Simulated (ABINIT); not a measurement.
# MoS$_{2}$: rpa calculation (part 1 of 3)

System: MoS$_{2}$ (P6₃/mmc, 6 atoms in the cell).
Method: Kohn-Sham DFT of a periodic cell, LDA, PseudoDojo NC SR LDA v0.4.1 standard, RPA, no spin polarisation (ABINIT 10.8.3).

The structure derives from an entry of the Crystallography Open Database.

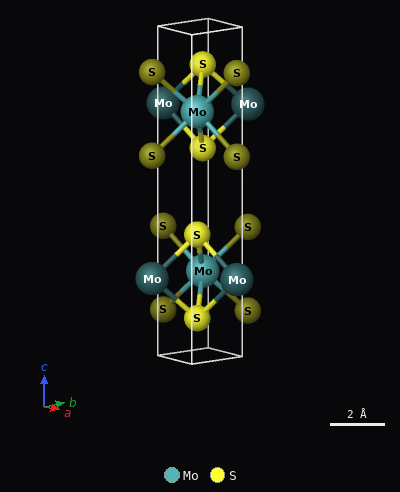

Fig. 1: The structure (ball-and-stick view of the cell of the calculation, seen slightly off an axis; neighbours outside the cell are drawn fainter). An atom can appear more than once, as a periodic image.

**The input**
```
# Datasets
ndtset 3

# Pseudopotentials
pp_dirpath "./"
pseudos "Mo.upf, S.upf"

# Structure
acell 3*1.0
rprim
     5.9885420889     0.0000000000     0.0000000000
    -2.9942710445     5.1862295807     0.0000000000
     0.0000000000     0.0000000000    23.2889847599
ntypat 2
znucl 42 16
natom 6
typat 1 1 2 2 2 2
xred
            2/3            1/3            3/4
            1/3            2/3            1/4
            2/3            1/3   0.3770000000
            1/3            2/3   0.8770000000
            2/3            1/3   0.1230000000
            1/3            2/3   0.6230000000

# Plane-wave basis
ecut 35.0

# k points
kptopt 1
ngkpt 5 5 1
nshiftk 1
shiftk 0.0 0.0 0.0
istwfk *1

# Exchange and correlation
ixc 7

# Bands and occupations
occopt 1

# SCF cycle
nstep 80
diemac 6.0

# Output
iomode 3
prteig 0
prtebands 0

# Dataset 1: ground state
nband1 26
tolvrs1 1.0e-12
prtden1 1
prtwf1 0

# Dataset 2: empty bands at fixed density
iscf2 -2
getden2 1
nband2 250
nbdbuf2 22
tolwfr2 1.0e-12
nstep2 120
prtden2 0

# Dataset 3: screening
optdriver3 3
getwfk3 2
nband3 228
ecuteps3 5.0
ecutwfn3 21.0
inclvkb3 2
gwcalctyp3 1
gwrpacorr3 1
nfreqim3 12
```

Run on 4 threads of Arm Neoverse V2, 24 GiB of memory available, shared host.

Command:
```bash
mpirun --bind-to none -np 4 abinit run.abi > log 2>&1
```

**Log**
```
.Version 10.8.3 of ABINIT
 DATASET    1 : space group P6_3/m m c (#194); Bravais hP (primitive hexag.)
================================================================================
 Values of the parameters that define the memory need for DATASET  1.
     intxc =       0    ionmov =       0      iscf =       7    lmnmax =       6
     lnmax =       6     mgfft =     128  mpssoang =       3    mqgrid =    6203
     natom =       6  nloc_mem =       1    nspden =       1   nspinor =       1
    nsppol =       1      nsym =      24    n1xccc =    2501    ntypat =       2
    occopt =       1   xclevel =       1
       mpw =        7180          nfft =      131072          nkpt =           5
================================================================================
================================================================================

 DATASET    2 : space group P6_3/m m c (#194); Bravais hP (primitive hexag.)
================================================================================
 Values of the parameters that define the memory need for DATASET  2.
     intxc =       0    ionmov =       0      iscf =      -2    lmnmax =       6
     lnmax =       6     mgfft =     128  mpssoang =       3    mqgrid =    6203
     natom =       6  nloc_mem =       1    nspden =       1   nspinor =       1
    nsppol =       1      nsym =      24    n1xccc =    2501    ntypat =       2
    occopt =       1   xclevel =       1
       mpw =        7180          nfft =      131072          nkpt =           5
================================================================================
================================================================================

 DATASET    3 : space group P6_3/m m c (#194); Bravais hP (primitive hexag.)
================================================================================
 Values of the parameters that define the memory need for DATASET  3.
     intxc =       0    ionmov =       0      iscf =       7    lmnmax =       6
     lnmax =       6     mgfft =     100  mpssoang =       3    mqgrid =    4805
     natom =       6  nloc_mem =       1    nspden =       1   nspinor =       1
    nsppol =       1      nsym =      24    n1xccc =    2501    ntypat =       2
    occopt =       1   xclevel =       1
       mpw =        3332          nfft =       72900          nkpt =           5
================================================================================
================================================================================

--------------------------------------------------------------------------------
------------- Echo of variables that govern the present computation ------------
--------------------------------------------------------------------------------
 -outvars: echo values of preprocessed input variables --------
            acell      1.0000000000E+00  1.0000000000E+00  1.0000000000E+00 Bohr
              amu      9.59400000E+01  3.20660000E+01
           diemac      6.00000000E+00
             ecut1     3.50000000E+01 Hartree
             ecut2     3.50000000E+01 Hartree
             ecut3     2.10000000E+01 Hartree
          ecuteps1     0.00000000E+00 Hartree
          ecuteps2     0.00000000E+00 Hartree
          ecuteps3     5.00000000E+00 Hartree
          ecutwfn1     0.00000000E+00 Hartree
          ecutwfn2     0.00000000E+00 Hartree
          ecutwfn3     2.10000000E+01 Hartree
           getden1          0
           getden2          1
           getden3          0
           getwfk1          0
           getwfk2          0
           getwfk3          2
        gwcalctyp1          0
        gwcalctyp2          0
        gwcalctyp3          1
        gwrpacorr1          0
        gwrpacorr2          0
        gwrpacorr3          1
             iscf1          7
             iscf2         -2
             iscf3          7
              ixc           7
           jdtset        1    2    3
         kptrlatt        5    0    0      0    5    0      0    0    1
          kptrlen      2.32889848E+01
            natom           6
            nband1         26
            nband2        250
            nband3        228
           nbdbuf1          0
           nbdbuf2         22
           nbdbuf3          0
           ndtset           3
          nfreqim1         -1
          nfreqim2         -1
          nfreqim3         12
            ngfft1         32      32     128
            ngfft2         32      32     128
            ngfft3         27      27     100
             nkpt           5
           npweps1          0
           npweps2          0
           npweps3        341
            nstep1         80
            nstep2        120
            nstep3         80
             nsym          24
           ntypat           2
        optdriver1          0
        optdriver2          0
        optdriver3          3
           prtden1          1
           prtden2          0
           prtden3          1
        prtebands           0
           prteig           0
            prtwf1          0
            prtwf2          1
            prtwf3          1
            rprim      5.9885420889E+00  0.0000000000E+00  0.0000000000E+00
                      -2.9942710445E+00  5.1862295807E+00  0.0000000000E+00
                       0.0000000000E+00  0.0000000000E+00  2.3288984760E+01
          spgroup         194
           tolvrs1     1.00000000E-12
           tolvrs2     0.00000000E+00
           tolvrs3     0.00000000E+00
           tolwfr1     0.00000000E+00
           tolwfr2     1.00000000E-12
           tolwfr3     0.00000000E+00
            typat      1  1  2  2  2  2
           xangst      1.5844999989E+00  9.1481150092E-01  9.2429999937E+00
                      -1.7639085367E-11  1.8296230018E+00  3.0809999979E+00
                       1.5844999989E+00  9.1481150092E-01  4.6461479969E+00
                      -1.7639085367E-11  1.8296230018E+00  1.0808147993E+01
                       1.5844999989E+00  9.1481150092E-01  1.5158519990E+00
                      -1.7639085367E-11  1.8296230018E+00  7.6778519948E+00
            xcart      2.9942710444E+00  1.7287431936E+00  1.7466738570E+01
                      -3.3333040456E-11  3.4574863871E+00  5.8222461900E+00
                       2.9942710444E+00  1.7287431936E+00  8.7799472545E+00
                      -3.3333040456E-11  3.4574863871E+00  2.0424439634E+01
                       2.9942710444E+00  1.7287431936E+00  2.8645451255E+00
                      -3.3333040456E-11  3.4574863871E+00  1.4509037505E+01
             xred      6.6666666667E-01  3.3333333333E-01  7.5000000000E-01
                       3.3333333333E-01  6.6666666667E-01  2.5000000000E-01
                       6.6666666667E-01  3.3333333333E-01  3.7700000000E-01
                       3.3333333333E-01  6.6666666667E-01  8.7700000000E-01
                       6.6666666667E-01  3.3333333333E-01  1.2300000000E-01
                       3.3333333333E-01  6.6666666667E-01  6.2300000000E-01
            znucl       42.00000   16.00000

================================================================================

 chkinp: Checking input parameters for consistency, jdtset=   1.

 chkinp: Checking input parameters for consistency, jdtset=   2.

 chkinp: Checking input parameters for consistency, jdtset=   3.

================================================================================
== DATASET  1 ==================================================================
     --> not optimal distribution: autoparal keyword recommended in input file <--

--- !DatasetInfo
iteration_state: {dtset: 1, }
dimensions: {natom: 6, nkpt: 5, mband: 26, nsppol: 1, nspinor: 1, nspden: 1, mpw: 7180, }
cutoff_energies: {ecut:  35.0, pawecutdg:  -1.0, }
electrons: {nelect:   5.20000000E+01, charge:   0.00000000E+00, occopt:   1.00000000E+00, tsmear:   1.00000000E-02, }
meta: {optdriver: 0, ionmov: 0, optcell: 0, iscf: 7, paral_kgb: 0, }
...

 Exchange-correlation functional for the present dataset will be:
  LDA: Perdew-Wang 92 LSD fit to Ceperley-Alder data - ixc=7
  J.P.Perdew and Y.Wang, PRB 45, 13244 (1992)

 Real(R)+Recip(G) space primitive vectors, cartesian coordinates (Bohr,Bohr^-1):
 R(1)=  5.9885421  0.0000000  0.0000000  G(1)=  0.1669856  0.0964092  0.0000000
 R(2)= -2.9942710  5.1862296  0.0000000  G(2)=  0.0000000  0.1928183  0.0000000
 R(3)=  0.0000000  0.0000000 23.2889848  G(3)=  0.0000000  0.0000000  0.0429388
 Unit cell volume ucvol=  7.2330822E+02 bohr^3
 Angles (23,13,12)=  9.00000000E+01  9.00000000E+01  1.20000000E+02 degrees

 getcut: wavevector=  0.0000  0.0000  0.0000  ngfft=  32  32 128
         ecut(hartree)=     35.000   => boxcut(ratio)=   2.00646

--- Pseudopotential description ------------------------------------------------
- pspini: atom type   1  psp file is ./Mo.upf
  42.00000  14.00000  180309                  znucl, zion, pspdat
12 -1012 2 -1 1602                            pspcod,pspxc,lmax,lloc,mmax
     nproj     2     2     2

- pspini: atom type   2  psp file is ./S.upf
  16.00000   6.00000  180309                  znucl, zion, pspdat
12 -1012 2 -1 1132                            pspcod,pspxc,lmax,lloc,mmax
     nproj     2     2     2

   3.44925836E+03                                ecore*ucvol(ha*bohr**3)
--------------------------------------------------------------------------------

================================================================================

--- !BeginCycle
iteration_state: {dtset: 1, }
solver: {iscf: 7, nstep: 80, nline: 4, wfoptalg: 0, }
tolerances: {tolvrs: 1.00E-12, }
...

     iter   Etot(hartree)      deltaE(h)  residm     vres2
 ETOT  1  -184.16750540783    -1.842E+02 7.642E-02 4.736E+03
 ETOT  2  -178.85875132030     5.309E+00 6.679E-02 5.940E+04
 ETOT  3  -185.08617979359    -6.227E+00 3.240E-02 6.545E+02
 ETOT  4  -185.18261512723    -9.644E-02 3.341E-03 4.004E+01
 ETOT  5  -185.18609861078    -3.483E-03 1.560E-04 1.363E+01
 ETOT  6  -185.18710243794    -1.004E-03 4.461E-05 1.523E+00
 ETOT  7  -185.18731904536    -2.166E-04 5.631E-06 1.208E-01
 ETOT  8  -185.18733848454    -1.944E-05 1.650E-06 6.853E-03
 ETOT  9  -185.18733986107    -1.377E-06 4.245E-07 4.107E-03
 ETOT 10  -185.18734048554    -6.245E-07 1.061E-07 2.667E-04
 ETOT 11  -185.18734058659    -1.011E-07 3.609E-08 2.350E-07
 ETOT 12  -185.18734060460    -1.801E-08 8.794E-09 1.024E-05
 ETOT 13  -185.18734061092    -6.325E-09 2.799E-09 4.989E-07
 ETOT 14  -185.18734061233    -1.407E-09 7.367E-10 9.434E-08
 ETOT 15  -185.18734061273    -4.029E-10 2.190E-10 1.322E-09
 ETOT 16  -185.18734061284    -1.030E-10 5.995E-11 4.926E-09
 ETOT 17  -185.18734061286    -2.694E-11 1.730E-11 3.010E-10
 ETOT 18  -185.18734061287    -9.663E-12 4.755E-12 2.900E-10
 ETOT 19  -185.18734061288    -3.723E-12 1.438E-12 1.618E-10
 ETOT 20  -185.18734061288     9.379E-13 3.817E-13 5.705E-11
 ETOT 21  -185.18734061288    -1.990E-13 1.176E-13 1.237E-10
 ETOT 22  -185.18734061288    -7.958E-13 3.199E-14 9.785E-11
 ETOT 23  -185.18734061288    -9.663E-13 9.903E-15 1.320E-10
 ETOT 24  -185.18734061288     6.537E-13 2.582E-15 8.675E-11
 ETOT 25  -185.18734061287     3.354E-12 6.882E-16 5.811E-11
 ETOT 26  -185.18734061287    -1.279E-12 1.111E-16 1.840E-11
 ETOT 27  -185.18734061287    -6.253E-13 8.152E-17 1.028E-11
 ETOT 28  -185.18734061287     7.958E-13 6.269E-18 1.986E-12
 ETOT 29  -185.18734061288    -1.165E-12 8.031E-18 1.481E-12
 ETOT 30  -185.18734061287     1.904E-12 4.374E-18 2.999E-14

 At SCF step   30       vres2   =  3.00E-14 < tolvrs=  1.00E-12 =>converged.

 Cartesian components of stress tensor (hartree/bohr^3)
  sigma(1 1)=  2.03706637E-04  sigma(3 2)=  0.00000000E+00
  sigma(2 2)=  2.03706636E-04  sigma(3 1)=  0.00000000E+00
  sigma(3 3)=  1.75098657E-04  sigma(2 1)=  6.55271103E-14

--- !ResultsGS
iteration_state: {dtset: 1, }
comment   : Summary of ground state results
lattice_vectors:
- [  5.9885421,   0.0000000,   0.0000000, ]
- [ -2.9942710,   5.1862296,   0.0000000, ]
- [  0.0000000,   0.0000000,  23.2889848, ]
lattice_lengths: [   5.98854,    5.98854,   23.28898, ]
lattice_angles: [ 90.000,  90.000, 120.000, ] # degrees, (23, 13, 12)
lattice_volume:   7.2330822E+02
convergence: {deltae:  1.904E-12, res2:  2.999E-14, residm:  4.374E-18, diffor: null, }
etotal    :  -1.85187341E+02
entropy   :   0.00000000E+00
fermie    :   3.03924992E-01
cartesian_stress_tensor: # hartree/bohr^3
- [  2.03706637E-04,   6.55271103E-14,   0.00000000E+00, ]
- [  6.55271103E-14,   2.03706636E-04,   0.00000000E+00, ]
- [  0.00000000E+00,   0.00000000E+00,   1.75098657E-04, ]
pressure_GPa:  -5.7127E+00
xred      :
- [  6.6667E-01,   3.3333E-01,   7.5000E-01, Mo]
- [  3.3333E-01,   6.6667E-01,   2.5000E-01, Mo]
- [  6.6667E-01,   3.3333E-01,   3.7700E-01,  S]
- [  3.3333E-01,   6.6667E-01,   8.7700E-01,  S]
- [  6.6667E-01,   3.3333E-01,   1.2300E-01,  S]
- [  3.3333E-01,   6.6667E-01,   6.2300E-01,  S]
cartesian_forces: # hartree/bohr
- [ -2.02334781E-28,  -2.03349922E-28,  -0.00000000E+00, ]
- [  4.27151204E-28,   1.60083981E-28,  -0.00000000E+00, ]
- [ -6.74449269E-29,  -7.35520993E-29,  -9.51018398E-03, ]
- [ -6.74449269E-29,  -7.35520993E-29,  -9.51018398E-03, ]
- [  1.57371496E-28,   4.71598755E-28,   9.51018398E-03, ]
- [ -2.47298065E-28,  -2.81228615E-28,   9.51018398E-03, ]
force_length_stats: {min:   2.86863302E-28, max:   9.51018398E-03, mean:   6.34012265E-03, }
...

 Integrated electronic density in atomic spheres:
 ------------------------------------------------
 Atom  Sphere_radius  Integrated_density
    1        2.00000         10.49552197
    2        2.00000         10.49552197
    3        2.00000          3.91686568
    4        2.00000          3.91686568
    5        2.00000          3.91686568
    6        2.00000          3.91686568
================================================================================

 ----iterations are completed or convergence reached----

 Mean square residual over all n,k,spin=   92.390E-20; max=  43.744E-19
 reduced coordinates (array xred) for    6 atoms
       0.666666666667      0.333333333333      0.750000000000
       0.333333333333      0.666666666667      0.250000000000
       0.666666666667      0.333333333333      0.377000000000
       0.333333333333      0.666666666667      0.877000000000
       0.666666666667      0.333333333333      0.123000000000
       0.333333333333      0.666666666667      0.623000000000
 rms dE/dt=  1.0441E-01; max dE/dt=  2.2148E-01; dE/dt below (all hartree)
    1       0.000000000000      0.000000000000      0.000000000000
    2      -0.000000000000      0.000000000000      0.000000000000
    3       0.000000000000      0.000000000000      0.221482529778
    4       0.000000000000      0.000000000000      0.221482529778
    5      -0.000000000000     -0.000000000000     -0.221482529778
    6       0.000000000000      0.000000000000     -0.221482529778

 cartesian coordinates (angstrom) at end:
    1      1.58449999890590     0.91481150091853     9.24299999373421
    2     -0.00000000001764     1.82962300183707     3.08099999791140
    3      1.58449999890590     0.91481150091853     4.64614799685040
    4     -0.00000000001764     1.82962300183707    10.80814799267320
    5      1.58449999890590     0.91481150091853     1.51585199897241
    6     -0.00000000001764     1.82962300183707     7.67785199479522

 cartesian forces (hartree/bohr) at end:
    1     -0.00000000000000    -0.00000000000000    -0.00000000000000
    2      0.00000000000000     0.00000000000000    -0.00000000000000
    3     -0.00000000000000    -0.00000000000000    -0.00951018398018
    4     -0.00000000000000    -0.00000000000000    -0.00951018398018
    5      0.00000000000000     0.00000000000000     0.00951018398018
    6     -0.00000000000000    -0.00000000000000     0.00951018398018
 frms,max,avg= 4.4831437E-03 9.5101840E-03   0.000E+00  0.000E+00  0.000E+00 h/b

 cartesian forces (eV/Angstrom) at end:
    1     -0.00000000000000    -0.00000000000000    -0.00000000000000
    2      0.00000000000000     0.00000000000000    -0.00000000000000
    3     -0.00000000000000    -0.00000000000000    -0.48903332267270
    4     -0.00000000000000    -0.00000000000000    -0.48903332267270
    5      0.00000000000000     0.00000000000000     0.48903332267270
    6     -0.00000000000000    -0.00000000000000     0.48903332267270
 frms,max,avg= 2.3053252E-01 4.8903332E-01   0.000E+00  0.000E+00  0.000E+00 e/A
 length scales=  1.000000000000  1.000000000000  1.000000000000 bohr
              =  0.529177210544  0.529177210544  0.529177210544 angstroms
 Fermi (or HOMO) energy (hartree) =   0.30392   Average Vxc (hartree)=  -0.41404
 Eigenvalues (hartree) for nkpt=   5  k points:
 kpt#   1, nband= 26, wtk=  0.04000, kpt=  0.0000  0.0000  0.0000 (reduced coord)
  -1.95225   -1.95225   -1.00450   -1.00449   -0.99592   -0.99592   -0.99592   -0.99592
  -0.24416   -0.23398   -0.19927   -0.18243    0.05013    0.08934    0.17354    0.18308
   0.18308    0.18356    0.18356    0.22365    0.22365    0.22536    0.22536    0.25973
   0.26142    0.30392
 prteigrs : prtvol=0 or 1, do not print more k-points.
```
